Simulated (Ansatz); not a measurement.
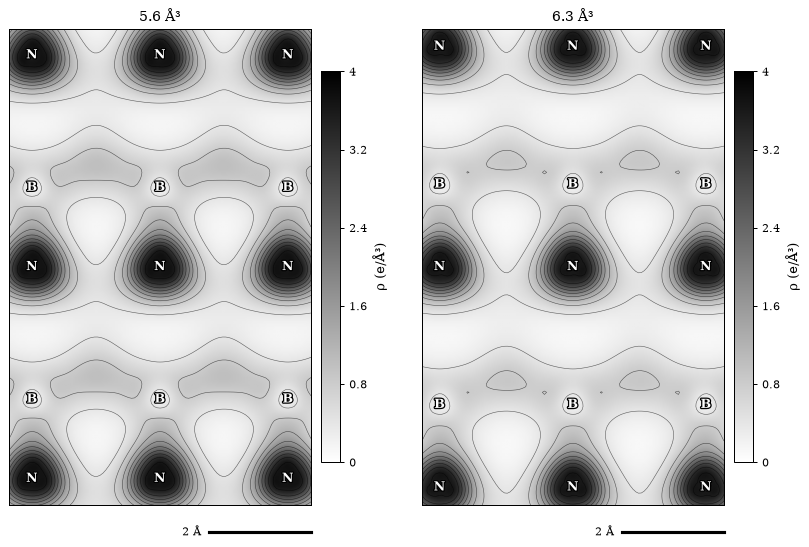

BN. The valence electron density of cells scaled evenly to different volumes (given per atom above each panel), on the (100) plane of each (indices in the axes of the cell below), at one length scale and on one colour scale.

A structure from a database of computed crystals, not necessarily the ambient phase.

Computed with Ansatz 0.2.0, Kohn-Sham DFT of a periodic cell, PBE, Ansatz PAW.

In a PAW calculation such maps are meaningful between the atoms, not at the nuclei.

The largest cell:

```yaml
crystal:
  lattice:
    - [2.60403, 0.00000, 0.00000]
    - [-1.30201, 2.25516, 0.00000]
    - [0.00000, 0.00000, 4.30976]
  atoms:
    - { symbol: N, position: [0.33333, 0.66667, 0.12528] }
    - { symbol: N, position: [0.66667, 0.33333, 0.62528] }
    - { symbol: B, position: [0.33333, 0.66667, 0.49972] }
    - { symbol: B, position: [0.66667, 0.33333, 0.99972] }
```

| volume (Å³/atom) | B–N contact in the plane (Å) | ρ at its midpoint (e/Å³) | pressure (GPa) | gap on the mesh (eV) | 
| --- | --- | --- | --- | --- |
| 5.61 | 1.550 | 1.469 | 25.7 | 5.11 | 
| 5.73 | 1.561 | ? | ? | ? | 
| 6.33 | 1.614 | 1.293 | −19.5 | 5.29 | 

> Estimate the missing row, and compare with the calculation.

Over the known rows ln ρ falls by 1.99 per Å of B–N distance (the line through the two), which gives 1.437 e/Å³ at 1.561 Å; the calculation gives 1.436 e/Å³. For the pressure, a straight line in volume between the neighbouring rows gives 18.2 GPa; the calculation gives 16.3, lower because pressure rises ever faster on compression. For the gap on the mesh, a straight line in volume between the neighbouring rows gives 5.14 eV; the calculation gives 5.15.
